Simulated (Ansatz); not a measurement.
**InSe: geometry relaxation (part 1 of 2)**

The run: geometry relaxation of InSe (8 atoms in the cell). Method and program: DFT PBE+D3(BJ), scalar-relativistic, plane waves, PAW, no spin polarisation (Ansatz 0.2.0).

The structure derives from an entry of the Crystallography Open Database. It belongs to a series of runs on one base structure; here: volume × 1.10, shape and atoms relaxed. Figures and captions count atoms from 1; the log counts them from 0 in places.

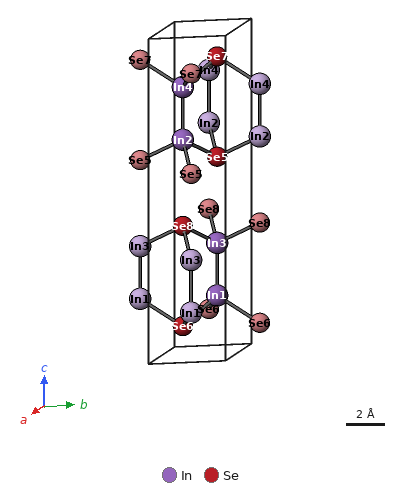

*The structure as given in the input (ball-and-stick view of the cell of the calculation, seen slightly off an axis; neighbours outside the cell are drawn fainter; atoms are numbered from 1 in the order of the input). An atom can appear more than once, as a periodic image.*

Near neighbours in the periodic cell (some may lie outside the picture): In has 1 In at 2.85 Å and 3 Se at 2.71 Å; Se has 3 In at 2.71 Å.

## Results in brief

| quantity | value |
| --- | --- |
| outcome | converged |
| space group (tolerance 0.01 Å) | P6₃/mmc (194) |
| electrons treated | 116 |
| free energy | −44274.0284 eV |
| Fermi energy | 6.102 eV |
| gap on the k-point mesh | 0.59 eV |
| pressure | −1.28 GPa |
| final volume | 259.57 Å³ |
| largest force (length of the vector) at the end | 0.002 eV/Å |
| final cell | a = 4.083 Å, b = 4.083 Å, c = 17.975 Å, α = 90.00°, β = 90.00°, γ = 120.00° |
| hardware | 2 threads of Intel Xeon @ 2.50GHz (Skylake/Cascade Lake), 189 GiB of memory available, shared host |
| wall time | 3.9 min (CPU time 7.3 min) |
| peak memory | 0.9 GiB |

## Input file
```yaml
crystal:
  lattice:
    - [4.1256143029, 0.0, 0.0]
    - [-2.0628071515, 3.5728867926, 0.0]
    - [0.0, 0.0, 17.6093254309]
  atoms:
    - { symbol: In, position: [0.3333333333, 0.6666666667, 0.1691150993] }
    - { symbol: In, position: [0.6666666667, 0.3333333333, 0.6691150993] }
    - { symbol: In, position: [0.3333333333, 0.6666666667, 0.3308849007] }
    - { symbol: In, position: [0.6666666667, 0.3333333333, 0.8308849007] }
    - { symbol: Se, position: [0.3333333333, 0.6666666667, 0.5958425136] }
    - { symbol: Se, position: [0.6666666667, 0.3333333333, 0.0958425136] }
    - { symbol: Se, position: [0.3333333333, 0.6666666667, 0.9041574864] }
    - { symbol: Se, position: [0.6666666667, 0.3333333333, 0.4041574864] }
basis:
  ecutwfc: 420
kpoints:
  mp_grid: { grid: [12, 12, 2] }
hamiltonian:
  xc: pbe
  dispersion: d3bj
scf:
  occupations: { method: gaussian, width: 0.02 }
output:
  forces: true
  stress: true
  eigenvalues: true
  write_density: true
  write_potential: true
  elf: true
  volumetric_format: npy
relax:
  adjacent_minimum: "off"
  f_tol: 0.01
  max_steps: 30
  cell: { stress_tol: 0.1, fix: [volume] }
```

Run as:
```bash
ansatz run input.yaml --threads 2 --pin off --max-ram 5120MiB --backend cpu --events-out ev --progress --plain --runs-dir out
```

## What the program printed
```
Engine: ansatz 0.2.0, x86_64-unknown-linux-gnu
Pseudopotentials: kind: paw
Pseudopotential: In, paw, valence charge 13, recommended cutoff 420 eV (normal), In.paw.azcp
Pseudopotential: Se, paw, valence charge 16, recommended cutoff 420 eV (normal), Se.paw.azcp
Functional definition: PBE
  parameter kappa = 0.804
  parameter beta = 0.06672455060314922
  exchange = pbe_x(kappa = kappa, mu = beta*pi^2/3)
  correlation = pbe_c(beta = beta)
Crystal: 8 atoms, lattice volume = 259.568 Å³
Basis set: ecut = 420 eV, 5015 PW (Γ), exchange–correlation on 60×60×240 points (8 copies of the dense FFT grid, shifted against one another)
Bands: 70, of which v1, the nominal top of the filled ones, is band 58 counted from 1 (57 counted from 0)
Symmetry: 24 space group operations
Space group: P63/mmc (ITA 194), of the structure as read, at distance tolerance 6.4e-5 Å
k-points: 38 of 288
Non-local potential: In, projectors of the file, l = 0: 2, l = 1: 2, l = 2: 2, l = 3: 2
Non-local potential: Se, projectors of the file, l = 0: 2, l = 1: 2, l = 2: 3, l = 3: 1
PAW form: soft (Blöchl's): semilocal exchange-correlation on the pseudo side does not see the compensation charge
PAW one-centre angular grid: In, 590 points (default); XC on 64 Gauss nodes
PAW one-centre angular grid: Se, 590 points (default); XC on 64 Gauss nodes
Initial density: superposition of atomic densities (neutral atoms: chi_scale 0, normalization atom), corrected by the library's trained network
Initial wavefunctions: pseudopotential atomic-orbital guess
Functional: x = pbe(κ = 0.804, μ = 0.2195149727645171), c = pbe(β = 0.06672455060314922)
SCF iter   1: F=—  HF=-44273.998280 eV  |F-HF|=—  |Δ(HF+E_count)|=         —  Δρ=1.52e-3  dr2=8.20e-3  ethr=1.77e-3  ⟨swp⟩=6.3  Hψ=9973  notcnv=0
preconditioner: auto → Resta (q_TF=auto, 2.386 Å⁻¹)  ε∞=3.2  [insulator: Δε(μ)=0.335 eV  Ē_g=13.683 eV  σ=0.020 eV  W_gap=1.00  n_scr=66 (ndim 8)  ℏωp=20.1 eV  f_vac=0.142  D(μ)=0.00/eV (n_scr^D=0)  ε∞_Penn≈3.2]
SCF iter   2: F=—  HF=-44273.992830 eV  |F-HF|=—  |Δ(HF+E_count)|=   5.45e-3  Δρ=7.85e-4  dr2=1.66e-3  ethr=7.07e-6  ⟨swp⟩=2.0  Hψ=4681  notcnv=0  defer=296
SCF iter   3: F=—  HF=-44273.992925 eV  |F-HF|=—  |Δ(HF+E_count)|=   9.56e-5  Δρ=3.64e-4  dr2=3.64e-4  ethr=1.43e-6  ⟨swp⟩=2.0  Hψ=3700  notcnv=0  defer=296
SCF iter   4: F=—  HF=-44273.993145 eV  |F-HF|=—  |Δ(HF+E_count)|=   2.20e-4  Δρ=1.03e-4  dr2=2.16e-5  ethr=3.14e-7  ⟨swp⟩=2.1  Hψ=3714  notcnv=0  defer=296
SCF iter   5: F=—  HF=-44273.993241 eV  |F-HF|=—  |Δ(HF+E_count)|=   9.61e-5  Δρ=3.41e-5  dr2=6.49e-6  ethr=1.86e-8  ⟨swp⟩=2.0  Hψ=3808  notcnv=0  defer=296
SCF iter   6: F=—  HF=-44273.993243 eV  |F-HF|=—  |Δ(HF+E_count)|=   1.70e-6  Δρ=1.11e-5  dr2=3.94e-7  ethr=5.59e-9  ⟨swp⟩=2.0  Hψ=3709  notcnv=0  defer=296
SCF iter   7: F=-44273.993244 eV  HF=-44273.993244 eV  |F-HF|=1.51e-8  |Δ(HF+E_count)|=   3.88e-7  Δρ=2.14e-6  dr2=1.15e-8  ethr=8.62e-11  ⟨swp⟩=13.2  Hψ=19721  notcnv=0
SCF 1 converged in 7 iterations: F = -44273.993244 eV  dr2 = 1.15e-8
  greatest PAW one-centre occupation: 1.000 electrons in one spin orbital (limit 2), on the Se atom at site 7 (counted from 0), in its partial waves of l = 2
relax step   1: F+E_penalty+E_count = -44273.99324359 eV  Δ(F+E_penalty+E_count) = +0.000e0 eV  max|allowed force component| = 2.416e-1 eV/Å  Δτ_max = 0.0000 Å  P = -2.479 GPa  Ω = 259.568 Å³  fix = [volume]  reactions: volume -2.479 GPa  (7 SCF iters, dr2 threshold 1.00e-7 eV, accepted)
Basis set: ecut = 420 eV, 5027 PW (Γ), exchange–correlation on 60×60×240 points (8 copies of the dense FFT grid, shifted against one another)
Initial density: handed on by an earlier stage of this run
Initial wavefunctions: those handed on with the density
iter 1 solved again at ethr=2.44e-4 eV; its pass at ethr=3.10e-3 eV (dr2=2.83e-1 eV) is discarded
SCF iter   1: F=—  HF=-44274.037004 eV  |F-HF|=—  |Δ(HF+E_count)|=         —  Δρ=1.13e-2  dr2=2.82e-1  ethr=2.44e-4  ⟨swp⟩=2.3  Hψ=11219  notcnv=0
preconditioner: auto → Resta (q_TF=auto, 2.386 Å⁻¹)  ε∞=3.1  [insulator: Δε(μ)=0.597 eV  Ē_g=13.886 eV  σ=0.020 eV  W_gap=1.00  n_scr=66 (ndim 8)  ℏωp=20.1 eV  f_vac=0.168  D(μ)=0.00/eV (n_scr^D=0)  ε∞_Penn≈3.1]
SCF iter   2: F=—  HF=-44273.948475 eV  |F-HF|=—  |Δ(HF+E_count)|=   8.85e-2  Δρ=4.76e-3  dr2=4.29e-2  ethr=2.43e-4  ⟨swp⟩=3.7  Hψ=5041  notcnv=0
SCF iter   3: F=—  HF=-44273.939626 eV  |F-HF|=—  |Δ(HF+E_count)|=   8.85e-3  Δρ=8.87e-4  dr2=1.94e-3  ethr=3.70e-5  ⟨swp⟩=3.1  Hψ=5449  notcnv=0
SCF iter   4: F=—  HF=-44273.940669 eV  |F-HF|=—  |Δ(HF+E_count)|=   1.04e-3  Δρ=3.70e-4  dr2=5.24e-4  ethr=1.67e-6  ⟨swp⟩=2.0  Hψ=5315  notcnv=0
SCF iter   5: F=—  HF=-44273.940878 eV  |F-HF|=—  |Δ(HF+E_count)|=   2.09e-4  Δρ=8.78e-5  dr2=4.51e-5  ethr=4.52e-7  ⟨swp⟩=2.0  Hψ=4560  notcnv=0
SCF iter   6: F=—  HF=-44273.940900 eV  |F-HF|=—  |Δ(HF+E_count)|=   2.19e-5  Δρ=3.34e-5  dr2=5.96e-6  ethr=3.89e-8  ⟨swp⟩=2.0  Hψ=4864  notcnv=0
SCF iter   7: F=-44273.940910 eV  HF=-44273.940909 eV  |F-HF|=5.66e-7  |Δ(HF+E_count)|=   8.85e-6  Δρ=1.26e-5  dr2=5.21e-7  ethr=6.90e-10  ⟨swp⟩=12.6  Hψ=23613  notcnv=0
SCF 2 converged in 7 iterations: F = -44273.940910 eV  dr2 = 5.21e-7
  greatest PAW one-centre occupation: 1.000 electrons in one spin orbital (limit 2), on the Se atom at site 6 (counted from 0), in its partial waves of l = 2
relax step   2: F+E_penalty+E_count = -44273.94090958 eV  Δ(F+E_penalty+E_count) = +5.233e-2 eV  max|allowed force component| = 3.745e-1 eV/Å  Δτ_max = 0.1698 Å  P = +0.046 GPa  Ω = 259.568 Å³  energy of the carried Pulay correction = +2.749e-17 eV  fix = [volume]  (7 SCF iters, dr2 threshold 8.00e-7 eV, rejected (line search))
Basis set: ecut = 420 eV, 5039 PW (Γ), exchange–correlation on 60×60×240 points (8 copies of the dense FFT grid, shifted against one another)
iter 1 solved again at ethr=9.71e-5 eV; its pass at ethr=3.10e-3 eV (dr2=1.13e-1 eV) is discarded
SCF iter   1: F=—  HF=-44274.066016 eV  |F-HF|=—  |Δ(HF+E_count)|=         —  Δρ=6.98e-3  dr2=1.17e-1  ethr=9.71e-5  ⟨swp⟩=2.5  Hψ=10243  notcnv=0
preconditioner: auto → Resta (q_TF=auto, 2.386 Å⁻¹)  ε∞=3.1  [insulator: Δε(μ)=0.396 eV  Ē_g=13.795 eV  σ=0.020 eV  W_gap=1.00  n_scr=66 (ndim 8)  ℏωp=20.1 eV  f_vac=0.155  D(μ)=0.00/eV (n_scr^D=0)  ε∞_Penn≈3.1]
SCF iter   2: F=—  HF=-44274.029077 eV  |F-HF|=—  |Δ(HF+E_count)|=   3.69e-2  Δρ=2.90e-3  dr2=1.66e-2  ethr=9.71e-5  ⟨swp⟩=3.9  Hψ=5197  notcnv=0
SCF iter   3: F=—  HF=-44274.025518 eV  |F-HF|=—  |Δ(HF+E_count)|=   3.56e-3  Δρ=6.39e-4  dr2=1.17e-3  ethr=1.43e-5  ⟨swp⟩=2.9  Hψ=5222  notcnv=0
SCF iter   4: F=—  HF=-44274.025859 eV  |F-HF|=—  |Δ(HF+E_count)|=   3.40e-4  Δρ=2.85e-4  dr2=2.64e-4  ethr=1.01e-6  ⟨swp⟩=2.0  Hψ=5294  notcnv=0
SCF iter   5: F=—  HF=-44274.025953 eV  |F-HF|=—  |Δ(HF+E_count)|=   9.49e-5  Δρ=8.64e-5  dr2=2.53e-5  ethr=2.27e-7  ⟨swp⟩=3.0  Hψ=4684  notcnv=0
SCF iter   6: F=—  HF=-44274.025906 eV  |F-HF|=—  |Δ(HF+E_count)|=   4.79e-5  Δρ=2.30e-5  dr2=3.06e-6  ethr=2.18e-8  ⟨swp⟩=2.0  Hψ=4864  notcnv=0
SCF iter   7: F=—  HF=-44274.025944 eV  |F-HF|=—  |Δ(HF+E_count)|=   3.83e-5  Δρ=8.84e-6  dr2=2.84e-7  ethr=2.63e-9  ⟨swp⟩=2.0  Hψ=4864  notcnv=0
SCF iter   8: F=—  HF=-44274.025944 eV  |F-HF|=—  |Δ(HF+E_count)|=   4.07e-7  Δρ=2.39e-6  dr2=1.93e-8  ethr=2.45e-10  ⟨swp⟩=2.0  Hψ=4864  notcnv=0
SCF iter   9: F=—  HF=-44274.025944 eV  |F-HF|=—  |Δ(HF+E_count)|=   6.17e-8  Δρ=7.04e-7  dr2=1.53e-9  ethr=1.66e-11  ⟨swp⟩=2.9  Hψ=5874  notcnv=0
SCF iter  10: F=-44274.025944 eV  HF=-44274.025944 eV  |F-HF|=3.06e-10  |Δ(HF+E_count)|=   5.42e-9  Δρ=2.83e-7  dr2=2.10e-10  ethr=1.00e-12  ⟨swp⟩=7.3  Hψ=13558  notcnv=0
SCF 3 converged in 10 iterations: F = -44274.025944 eV  dr2 = 2.10e-10
relax step   3: F+E_penalty+E_count = -44274.02594435 eV  Δ(F+E_penalty+E_count) = -3.270e-2 eV  max|allowed force component| = 6.502e-3 eV/Å  Δτ_max = 0.0690 Å  P = -1.508 GPa  Ω = 259.568 Å³  energy of the carried Pulay correction = -6.872e-18 eV  fix = [volume]  reactions: volume -1.508 GPa  (10 SCF iters, accepted)
Basis set: ecut = 420 eV, 5051 PW (Γ), exchange–correlation on 60×60×240 points (8 copies of the dense FFT grid, shifted against one another)
iter 1 solved again at ethr=2.06e-6 eV; its pass at ethr=3.10e-3 eV (dr2=2.39e-3 eV) is discarded
SCF iter   1: F=—  HF=-44274.028806 eV  |F-HF|=—  |Δ(HF+E_count)|=         —  Δρ=1.21e-3  dr2=2.19e-3  ethr=2.06e-6  ⟨swp⟩=3.1  Hψ=12373  notcnv=0
preconditioner: auto → Resta (q_TF=auto, 2.386 Å⁻¹)  ε∞=3.1  [insulator: Δε(μ)=0.562 eV  Ē_g=13.791 eV  σ=0.020 eV  W_gap=1.00  n_scr=66 (ndim 8)  ℏωp=20.1 eV  f_vac=0.157  D(μ)=0.00/eV (n_scr^D=0)  ε∞_Penn≈3.1]
SCF iter   2: F=—  HF=-44274.028153 eV  |F-HF|=—  |Δ(HF+E_count)|=   6.53e-4  Δρ=5.14e-4  dr2=3.12e-4  ethr=1.89e-6  ⟨swp⟩=2.0  Hψ=4348  notcnv=0
SCF iter   3: F=—  HF=-44274.028126 eV  |F-HF|=—  |Δ(HF+E_count)|=   2.72e-5  Δρ=9.62e-5  dr2=1.46e-5  ethr=2.69e-7  ⟨swp⟩=2.0  Hψ=4632  notcnv=0
SCF iter   4: F=—  HF=-44274.028121 eV  |F-HF|=—  |Δ(HF+E_count)|=   4.78e-6  Δρ=2.28e-5  dr2=3.97e-6  ethr=1.26e-8  ⟨swp⟩=2.8  Hψ=4512  notcnv=0
SCF iter   5: F=—  HF=-44274.028121 eV  |F-HF|=—  |Δ(HF+E_count)|=   1.57e-7  Δρ=8.49e-6  dr2=2.89e-7  ethr=3.42e-9  ⟨swp⟩=2.9  Hψ=4026  notcnv=0
SCF iter   6: F=-44274.028121 eV  HF=-44274.028121 eV  |F-HF|=4.70e-8  |Δ(HF+E_count)|=   1.35e-7  Δρ=2.43e-6  dr2=2.59e-8  ethr=7.51e-11  ⟨swp⟩=9.8  Hψ=19365  notcnv=0
SCF 4 converged in 6 iterations: F = -44274.028121 eV  dr2 = 2.59e-8
relax step   4: F+E_penalty+E_count = -44274.02812145 eV  Δ(F+E_penalty+E_count) = -2.177e-3 eV  max|allowed force component| = 1.136e-2 eV/Å  Δτ_max = 0.0145 Å  P = -1.310 GPa  Ω = 259.568 Å³  energy of the carried Pulay correction = +1.374e-17 eV  fix = [volume]  reactions: volume -1.310 GPa  (6 SCF iters, dr2 threshold 8.71e-8 eV, accepted)
Basis set: ecut = 420 eV, 5053 PW (Γ), exchange–correlation on 60×60×240 points (8 copies of the dense FFT grid, shifted against one another)
iter 1 solved again at ethr=1.83e-7 eV; its pass at ethr=3.10e-3 eV (dr2=2.13e-4 eV) is discarded
SCF iter   1: F=—  HF=-44274.028474 eV  |F-HF|=—  |Δ(HF+E_count)|=         —  Δρ=3.16e-4  dr2=1.73e-4  ethr=1.83e-7  ⟨swp⟩=3.2  Hψ=12185  notcnv=0
preconditioner: auto → Resta (q_TF=auto, 2.386 Å⁻¹)  ε∞=3.1  [insulator: Δε(μ)=0.592 eV  Ē_g=13.795 eV  σ=0.020 eV  W_gap=1.00  n_scr=66 (ndim 8)  ℏωp=20.1 eV  f_vac=0.157  D(μ)=0.00/eV (n_scr^D=0)  ε∞_Penn≈3.1]
SCF iter   2: F=—  HF=-44274.028444 eV  |F-HF|=—  |Δ(HF+E_count)|=   2.97e-5  Δρ=1.37e-4  dr2=2.17e-5  ethr=1.49e-7  ⟨swp⟩=2.0  Hψ=4076  notcnv=0
SCF iter   3: F=—  HF=-44274.028396 eV  |F-HF|=—  |Δ(HF+E_count)|=   4.83e-5  Δρ=4.24e-5  dr2=3.96e-6  ethr=1.87e-8  ⟨swp⟩=2.7  Hψ=4552  notcnv=0
SCF iter   4: F=—  HF=-44274.028429 eV  |F-HF|=—  |Δ(HF+E_count)|=   3.32e-5  Δρ=9.57e-6  dr2=3.43e-7  ethr=3.42e-9  ⟨swp⟩=2.0  Hψ=3192  notcnv=0
SCF iter   5: F=—  HF=-44274.028429 eV  |F-HF|=—  |Δ(HF+E_count)|=   1.06e-7  Δρ=2.87e-6  dr2=2.52e-8  ethr=2.96e-10  ⟨swp⟩=2.0  Hψ=4864  notcnv=0
SCF iter   6: F=-44274.028429 eV  HF=-44274.028429 eV  |F-HF|=5.97e-9  |Δ(HF+E_count)|=   1.53e-8  Δρ=1.10e-6  dr2=3.56e-9  ethr=6.95e-12  ⟨swp⟩=8.2  Hψ=15855  notcnv=0
SCF 5 converged in 6 iterations: F = -44274.028429 eV  dr2 = 3.56e-9
relax step   5: F+E_penalty+E_count = -44274.02842936 eV  Δ(F+E_penalty+E_count) = -3.079e-4 eV  max|allowed force component| = 1.964e-3 eV/Å  Δτ_max = 0.0036 Å  P = -1.282 GPa  Ω = 259.568 Å³  energy of the carried Pulay correction = +2.749e-17 eV  fix = [volume]  reactions: volume -1.282 GPa  (6 SCF iters, dr2 threshold 8.06e-9 eV, accepted)
Basis set: ecut = 420 eV, 5053 PW (Γ), exchange–correlation on 60×60×250 points (8 copies of the dense FFT grid, shifted against one another)
Initial wavefunctions: pseudopotential atomic-orbital guess (no wavefunctions were taken with the density)
iter 1 solved again at ethr=1.53e-7 eV; its pass at ethr=3.10e-3 eV (dr2=1.78e-4 eV) is discarded
SCF iter   1: F=—  HF=-44274.020074 eV  |F-HF|=—  |Δ(HF+E_count)|=         —  Δρ=2.76e-4  dr2=5.09e-6  ethr=1.53e-7  ⟨swp⟩=3.0  Hψ=17316  notcnv=0
preconditioner: auto → Resta (q_TF=auto, 2.386 Å⁻¹)  ε∞=3.1  [insulator: Δε(μ)=0.591 eV  Ē_g=13.795 eV  σ=0.020 eV  W_gap=1.00  n_scr=66 (ndim 8)  ℏωp=20.1 eV  f_vac=0.157  D(μ)=0.00/eV (n_scr^D=0)  ε∞_Penn≈3.1]
SCF iter   2: F=—  HF=-44274.026141 eV  |F-HF|=—  |Δ(HF+E_count)|=   6.07e-3  Δρ=1.39e-4  dr2=1.13e-6  ethr=4.39e-9  ⟨swp⟩=2.0  Hψ=3365  notcnv=0
SCF iter   3: F=—  HF=-44274.028371 eV  |F-HF|=—  |Δ(HF+E_count)|=   2.23e-3  Δρ=1.73e-5  dr2=8.58e-8  ethr=9.75e-10  ⟨swp⟩=2.5  Hψ=3974  notcnv=0
SCF iter   4: F=—  HF=-44274.028406 eV  |F-HF|=—  |Δ(HF+E_count)|=   3.44e-5  Δρ=3.21e-6  dr2=2.04e-8  ethr=7.40e-11  ⟨swp⟩=2.0  Hψ=4864  notcnv=0
SCF iter   5: F=—  HF=-44274.028407 eV  |F-HF|=—  |Δ(HF+E_count)|=   8.11e-7  Δρ=1.30e-6  dr2=4.56e-9  ethr=1.76e-11  ⟨swp⟩=2.1  Hψ=3316  notcnv=0
SCF iter   6: F=—  HF=-44274.028407 eV  |F-HF|=—  |Δ(HF+E_count)|=   1.21e-7  Δρ=4.46e-7  dr2=1.12e-9  ethr=3.93e-12  ⟨swp⟩=3.0  Hψ=4886  notcnv=0
SCF iter   7: F=-44274.028407 eV  HF=-44274.028407 eV  |F-HF|=2.18e-10  |Δ(HF+E_count)|=   5.71e-9  Δρ=1.28e-7  dr2=1.10e-10  ethr=1.00e-12  ⟨swp⟩=6.3  Hψ=11450  notcnv=0
SCF 6 converged in 7 iterations: F = -44274.028407 eV  dr2 = 1.10e-10
relax step   6: F+E_penalty+E_count = -44274.02840671 eV  Δ(F+E_penalty+E_count) = +2.266e-5 eV  max|allowed force component| = 1.995e-3 eV/Å  Δτ_max = 0.0000 Å  P = -1.282 GPa  Ω = 259.568 Å³  fix = [volume]  reactions: volume -1.282 GPa  stress off target by 1.01e-2 GPa on what of the cell is left free  SCF on the basis re-selected at this cell (its energy is not comparable with the rows above)  (7 SCF iters)
```

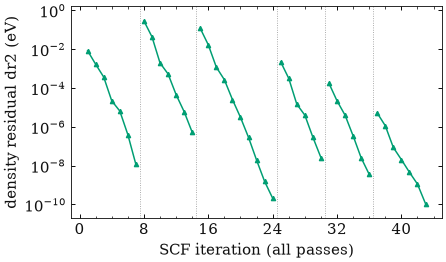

*Convergence of the self-consistent field: density residual dr2 against the SCF iteration. The dotted lines part the SCF passes of the relaxation: geometry steps, rejected trials and re-solves on a re-selected basis.*

The 6 passes take 6 to 10 iterations each, 43 in all.

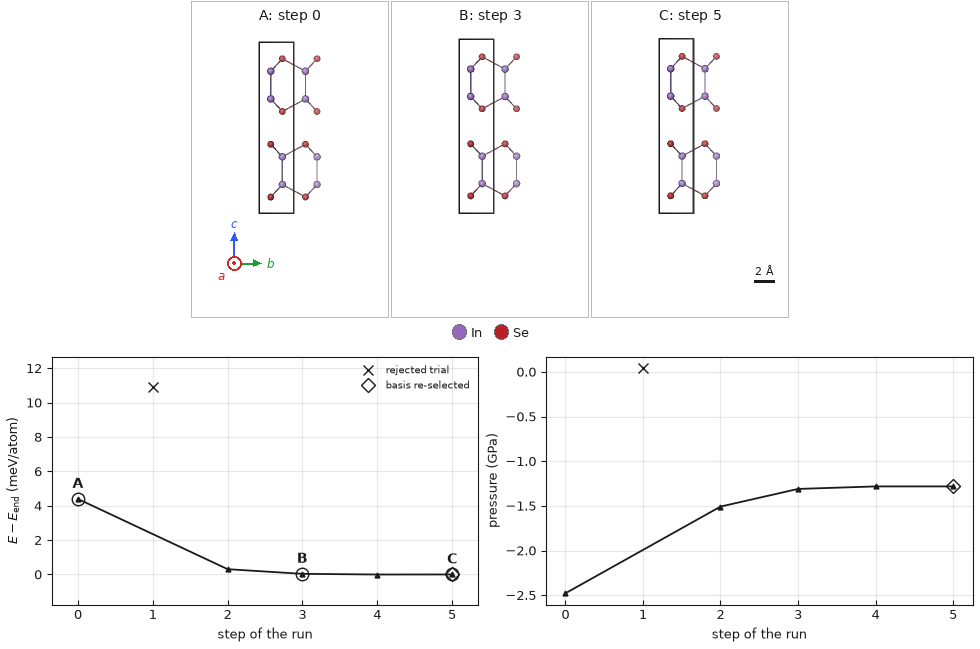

*Frames of the relaxation (ball-and-stick view of the cell of the calculation, repeated 1 × 2 × 1, along the a axis) above the curves, on which the letters mark them (the first geometry is step 0 here and step 1 in the log).*
